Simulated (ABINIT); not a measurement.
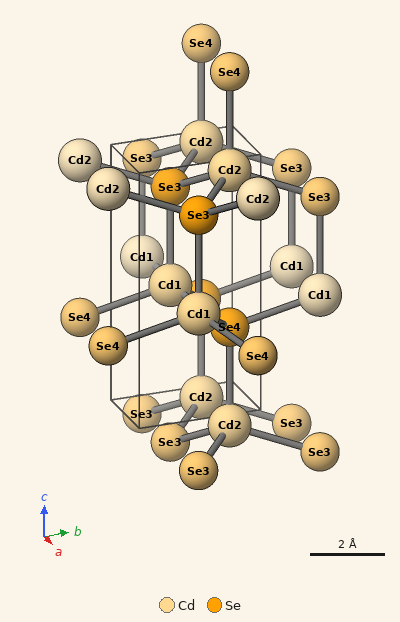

*The structure (ball-and-stick view of the cell of the calculation, repeated 2 × 1 × 1, seen slightly off an axis; neighbours outside the cell are drawn fainter; atoms are numbered from 1 in the order of the input).*

Near neighbours in the crystal (not all of them lie inside the picture): Cd has 4 Se at 2.61 to 2.70 Å; Se has 4 Cd at 2.61 to 2.70 Å.

## Run report: CdSe, positron calculation (part 1 of 2)

System: CdSe (4 atoms in the cell).
Method: Kohn-Sham DFT of a periodic cell, PBE, JTH PAW PBE v2.0, no spin polarisation (ABINIT 10.8.3).

The structure derives from an entry of the Crystallography Open Database.

**Input file**
```
# Datasets
ndtset 2

# Pseudopotentials
pp_dirpath "./"
pseudos "Cd.GGA_PBE-JTH.xml, Se.GGA_PBE-JTH.xml"

# Structure
acell 8.1258223359 8.1258223359 13.2658773949
rprim
     1.0000000000     0.0000000000     0.0000000000
    -0.5000000000     0.8660254038     0.0000000000
     0.0000000000     0.0000000000     1.0000000000
ntypat 2
znucl 48 34
natom 4
typat 1 1 2 2
xred
            2/3            1/3            1/2
            1/3            2/3            0.0
            2/3            1/3   0.8850000000
            1/3            2/3   0.3850000000

# Plane-wave basis
ecut 16.0
pawecutdg 32.0

# Exchange and correlation
ixc 11

# SCF cycle
nstep 80

# Output
iomode 3
prteig 0
prtebands 0
prtwf 0

# Dataset 1: electrons
kptopt1 1
ngkpt1 5 5 3
nshiftk1 1
shiftk1 0.0 0.0 0.0
nband1 22
occopt1 3
tsmear1 0.00183747
tolvrs1 1.0e-10
prtden1 1

# Dataset 2: positron in the electrons' density
positron2 1
ixcpositron2 3
getden2 1
kptopt2 0
nkpt2 1
kpt2 0.0 0.0 0.0
nband2 1
occopt2 2
occ2 1.0
posocc2 1.0
toldfe2 1.0e-9
optforces2 0
optstress2 0
prtden2 0
```

Run on 1 thread of Arm Neoverse V2, 24 GiB of memory available, shared host.

Launched with:
```bash
abinit run.abi > log 2>&1
```

**What the program printed**
```
.Version 10.8.3 of ABINIT
 DATASET    1 : space group P6_3 m c (#186); Bravais hP (primitive hexag.)
================================================================================
 Values of the parameters that define the memory need for DATASET  1.
     intxc =       0    ionmov =       0      iscf =      17    lmnmax =      18
     lnmax =       6     mgfft =      48  mpssoang =       3    mqgrid =    3379
     natom =       4  nloc_mem =       2    nspden =       1   nspinor =       1
    nsppol =       1      nsym =      12    n1xccc =       1    ntypat =       2
    occopt =       3   xclevel =       2
       mpw =        2358          nfft =       43200          nkpt =          10
 PAW method is used; the additional fine FFT grid is defined by:
   mgfftf=        72    nfftf =    145800
================================================================================
================================================================================

 DATASET    2 : space group P6_3 m c (#186); Bravais hP (primitive hexag.)
================================================================================
 Values of the parameters that define the memory need for DATASET  2.
     intxc =       0    ionmov =       0      iscf =      17    lmnmax =      18
     lnmax =       6     mgfft =      48  mpssoang =       3    mqgrid =    3379
     natom =       4  nloc_mem =       2    nspden =       1   nspinor =       1
    nsppol =       1      nsym =      12    n1xccc =       1    ntypat =       2
    occopt =       2   xclevel =       2
       mpw =        1167          nfft =       43200          nkpt =           1
 PAW method is used; the additional fine FFT grid is defined by:
   mgfftf=        72    nfftf =    145800
================================================================================
================================================================================

--------------------------------------------------------------------------------
------------- Echo of variables that govern the present computation ------------
--------------------------------------------------------------------------------
 -outvars: echo values of preprocessed input variables --------
            acell      8.1258223359E+00  8.1258223359E+00  1.3265877395E+01 Bohr
              amu      1.12411000E+02  7.89600000E+01
             ecut      1.60000000E+01 Hartree
           getden1          0
           getden2          1
              ixc          11
      ixcpositron1          1
      ixcpositron2          3
           jdtset        1    2
           kptopt1          1
           kptopt2          0
         kptrlatt        5    0    0      0    5    0      0    0    3
          kptrlen1     3.97976322E+01
          kptrlen2     3.00000000E+01
            natom           4
            nband1         22
            nband2          1
           ndtset           2
            ngfft          30      30      48
          ngfftdg          45      45      72
             nkpt1         10
             nkpt2          1
            nstep          80
             nsym          12
           ntypat           2
           occopt1          3
           occopt2          2
        optforces1          2
        optforces2          0
        optstress1          1
        optstress2          0
        pawecutdg      3.20000000E+01 Hartree
         positron1          0
         positron2          1
           prtden1          1
           prtden2          0
        prtebands           0
           prteig           0
            prtwf           0
            rprim      1.0000000000E+00  0.0000000000E+00  0.0000000000E+00
                      -5.0000000000E-01  8.6602540380E-01  0.0000000000E+00
                       0.0000000000E+00  0.0000000000E+00  1.0000000000E+00
           shiftk1     0.00000000E+00  0.00000000E+00  0.00000000E+00
           shiftk2     5.00000000E-01  5.00000000E-01  5.00000000E-01
          spgroup         186
           toldfe1     0.00000000E+00 Hartree
           toldfe2     1.00000000E-09 Hartree
           tolvrs1     1.00000000E-10
           tolvrs2     0.00000000E+00
           tsmear1     1.83747000E-03 Hartree
           tsmear2     1.00000000E-02 Hartree
            typat      1  1  2  2
           useylm           1
           xangst      2.1499999985E+00  1.2413030779E+00  3.5099999976E+00
                      -7.5869922546E-17  2.4826061559E+00  0.0000000000E+00
                       2.1499999985E+00  1.2413030779E+00  6.2126999958E+00
                      -7.5869922546E-17  2.4826061559E+00  2.7026999982E+00
            xcart      4.0629111680E+00  2.3457228566E+00  6.6329386975E+00
                      -1.4337337481E-16  4.6914457131E+00  0.0000000000E+00
                       4.0629111680E+00  2.3457228566E+00  1.1740301494E+01
                      -1.4337337481E-16  4.6914457131E+00  5.1073627970E+00
             xred      6.6666666667E-01  3.3333333333E-01  5.0000000000E-01
                       3.3333333333E-01  6.6666666667E-01  0.0000000000E+00
                       6.6666666667E-01  3.3333333333E-01  8.8500000000E-01
                       3.3333333333E-01  6.6666666667E-01  3.8500000000E-01
            znucl       48.00000   34.00000

================================================================================

 chkinp: Checking input parameters for consistency, jdtset=   1.

 chkinp: Checking input parameters for consistency, jdtset=   2.

================================================================================
== DATASET  1 ==================================================================

--- !DatasetInfo
iteration_state: {dtset: 1, }
dimensions: {natom: 4, nkpt: 10, mband: 22, nsppol: 1, nspinor: 1, nspden: 1, mpw: 2358, }
cutoff_energies: {ecut:  16.0, pawecutdg:  32.0, }
electrons: {nelect:   3.60000000E+01, charge:   0.00000000E+00, occopt:   3.00000000E+00, tsmear:   1.83747000E-03, }
meta: {optdriver: 0, ionmov: 0, optcell: 0, iscf: 17, paral_kgb: 0, }
...

 Exchange-correlation functional for the present dataset will be:
  GGA: Perdew-Burke-Ernzerhof functional - ixc=11
  J.P.Perdew, K.Burke, M.Ernzerhof, PRL 77, 3865 (1996)

 Real(R)+Recip(G) space primitive vectors, cartesian coordinates (Bohr,Bohr^-1):
 R(1)=  8.1258223  0.0000000  0.0000000  G(1)=  0.1230645  0.0710513  0.0000000
 R(2)= -4.0629112  7.0371686  0.0000000  G(2)=  0.0000000  0.1421026  0.0000000
 R(3)=  0.0000000  0.0000000 13.2658774  G(3)=  0.0000000  0.0000000  0.0753814
 Unit cell volume ucvol=  7.5857977E+02 bohr^3
 Angles (23,13,12)=  9.00000000E+01  9.00000000E+01  1.20000000E+02 degrees

 Coarse grid specifications (used for wave-functions):

 getcut: wavevector=  0.0000  0.0000  0.0000  ngfft=  30  30  48
         ecut(hartree)=     16.000   => boxcut(ratio)=   2.00946

 Fine grid specifications (used for densities):

 getcut: wavevector=  0.0000  0.0000  0.0000  ngfft=  45  45  72
         ecut(hartree)=     32.000   => boxcut(ratio)=   2.12640

--- Pseudopotential description ------------------------------------------------
- pspini: atom type   1  psp file is ./Cd.GGA_PBE-JTH.xml
 Pseudopotential format is: paw10
 basis_size (lnmax)=  6 (lmn_size= 18), orbitals=   0   0   1   1   2   2
 Spheres core radius: rc_sph= 2.50233826
 Shapefunction is BESSEL type: shapef(r,l)=aa(1,l)*jl(q(1,l)*r)+aa(2,l)*jl(q(2,l)*r)
 Radius for shape functions =  2.31074885
 Compensation charge density is not taken into account in XC energy/potential

- pspini: atom type   2  psp file is ./Se.GGA_PBE-JTH.xml
 Pseudopotential format is: paw10
 basis_size (lnmax)=  4 (lmn_size=  8), orbitals=   0   0   1   1
 Spheres core radius: rc_sph= 2.21132333
 Shapefunction is BESSEL type: shapef(r,l)=aa(1,l)*jl(q(1,l)*r)+aa(2,l)*jl(q(2,l)*r)
 Radius for shape functions =  2.00656599
 Compensation charge density is not taken into account in XC energy/potential

   4.10605716E+03                                ecore*ucvol(ha*bohr**3)
--------------------------------------------------------------------------------

================================================================================

--- !BeginCycle
iteration_state: {dtset: 1, }
solver: {iscf: 17, nstep: 80, nline: 4, wfoptalg: 10, }
tolerances: {tolvrs: 1.00E-10, }
...

     iter   Etot(hartree)      deltaE(h)  residm     nres2
 ETOT  1  -114.09941888780    -1.141E+02 1.827E-01 3.830E+00
 ETOT  2  -114.34997477029    -2.506E-01 6.705E-03 9.614E-01
 ETOT  3  -114.34636168786     3.613E-03 1.299E-03 1.321E-01
 ETOT  4  -114.34696583080    -6.041E-04 2.971E-03 1.891E-02
 ETOT  5  -114.34727009665    -3.043E-04 7.250E-04 2.084E-03
 ETOT  6  -114.34733552005    -6.542E-05 1.599E-04 3.479E-04
 ETOT  7  -114.34736402126    -2.850E-05 6.192E-05 5.678E-05
 ETOT  8  -114.34737094497    -6.924E-06 3.821E-05 1.115E-05
 ETOT  9  -114.34737302899    -2.084E-06 2.088E-05 2.430E-06
 ETOT 10  -114.34737363613    -6.071E-07 5.186E-06 4.754E-07
 ETOT 11  -114.34737384892    -2.128E-07 1.865E-06 9.120E-08
 ETOT 12  -114.34737392183    -7.291E-08 4.864E-07 3.566E-08
 ETOT 13  -114.34737394735    -2.553E-08 2.779E-07 1.957E-08
 ETOT 14  -114.34737395654    -9.187E-09 9.300E-08 3.118E-09
 ETOT 15  -114.34737395999    -3.447E-09 8.957E-08 1.164E-09
 ETOT 16  -114.34737396125    -1.266E-09 2.914E-08 2.298E-09
 ETOT 17  -114.34737396172    -4.733E-10 2.883E-08 7.010E-10
 ETOT 18  -114.34737396192    -1.917E-10 9.164E-09 4.656E-09
 ETOT 19  -114.34737396197    -5.369E-11 9.312E-09 1.109E-09
 ETOT 20  -114.34737396200    -2.538E-11 2.897E-09 8.846E-10
 ETOT 21  -114.34737396201    -1.853E-11 3.016E-09 4.900E-11

 At SCF step   21       nres2   =  4.90E-11 < tolvrs=  1.00E-10 =>converged.

 Cartesian components of stress tensor (hartree/bohr^3)
  sigma(1 1)= -1.19311263E-04  sigma(3 2)=  0.00000000E+00
  sigma(2 2)= -1.19311263E-04  sigma(3 1)=  0.00000000E+00
  sigma(3 3)= -4.74956084E-05  sigma(2 1)=  0.00000000E+00

--- !ResultsGS
iteration_state: {dtset: 1, }
comment   : Summary of ground state results
lattice_vectors:
- [  8.1258223,   0.0000000,   0.0000000, ]
- [ -4.0629112,   7.0371686,   0.0000000, ]
- [  0.0000000,   0.0000000,  13.2658774, ]
lattice_lengths: [   8.12582,    8.12582,   13.26588, ]
lattice_angles: [ 90.000,  90.000, 120.000, ] # degrees, (23, 13, 12)
lattice_volume:   7.5857977E+02
convergence: {deltae: -1.853E-11, res2:  4.900E-11, residm:  3.016E-09, diffor: null, }
etotal    :  -1.14347374E+02
entropy   :   0.00000000E+00
fermie    :   6.85221286E-02
cartesian_stress_tensor: # hartree/bohr^3
- [ -1.19311263E-04,   0.00000000E+00,   0.00000000E+00, ]
- [  0.00000000E+00,  -1.19311263E-04,   0.00000000E+00, ]
- [  0.00000000E+00,   0.00000000E+00,  -4.74956084E-05, ]
pressure_GPa:   2.8060E+00
xred      :
- [  6.6667E-01,   3.3333E-01,   5.0000E-01, Cd]
- [  3.3333E-01,   6.6667E-01,   0.0000E+00, Cd]
- [  6.6667E-01,   3.3333E-01,   8.8500E-01, Se]
- [  3.3333E-01,   6.6667E-01,   3.8500E-01, Se]
cartesian_forces: # hartree/bohr
- [  2.65095161E-28,   1.53052762E-28,   5.61243436E-03, ]
- [ -2.65095161E-28,  -1.53052762E-28,   5.61243436E-03, ]
- [ -0.00000000E+00,  -0.00000000E+00,  -5.61243436E-03, ]
- [ -0.00000000E+00,  -0.00000000E+00,  -5.61243436E-03, ]
force_length_stats: {min:   5.61243436E-03, max:   5.61243436E-03, mean:   5.61243436E-03, }
...

 Integrated electronic density in atomic spheres:
 ------------------------------------------------
 Atom  Sphere_radius  Integrated_density
    1        2.50234         10.44789544
    2        2.50234         10.44789544
    3        2.21132          3.96511295
    4        2.21132          3.96511295

================================================================================

 ----iterations are completed or convergence reached----

 Mean square residual over all n,k,spin=   29.430E-12; max=  30.162E-10
 reduced coordinates (array xred) for    4 atoms
       0.666666666667      0.333333333333      0.500000000000
       0.333333333333      0.666666666667      0.000000000000
       0.666666666667      0.333333333333      0.885000000000
       0.333333333333      0.666666666667      0.385000000000
 rms dE/dt=  4.2986E-02; max dE/dt=  7.4557E-02; dE/dt below (all hartree)
    1      -0.000000000000      0.000000000000     -0.074350619695
    2       0.000000000000      0.000000000000     -0.074350619695
    3       0.000000000000      0.000000000000      0.074557112625
    4       0.000000000000      0.000000000000      0.074557112625

 cartesian coordinates (angstrom) at end:
    1      2.14999999854385     1.24130307793929     3.50999999762595
    2     -0.00000000000000     2.48260615587858     0.00000000000000
    3      2.14999999854385     1.24130307793929     6.21269999579792
    4     -0.00000000000000     2.48260615587858     2.70269999817198

 cartesian forces (hartree/bohr) at end:
    1      0.00000000000000     0.00000000000000     0.00561243436402
    2     -0.00000000000000    -0.00000000000000     0.00561243436402
    3     -0.00000000000000    -0.00000000000000    -0.00561243436402
    4     -0.00000000000000    -0.00000000000000    -0.00561243436402
 frms,max,avg= 3.2403405E-03 5.6124344E-03   0.000E+00  0.000E+00 -7.783E-06 h/b
```
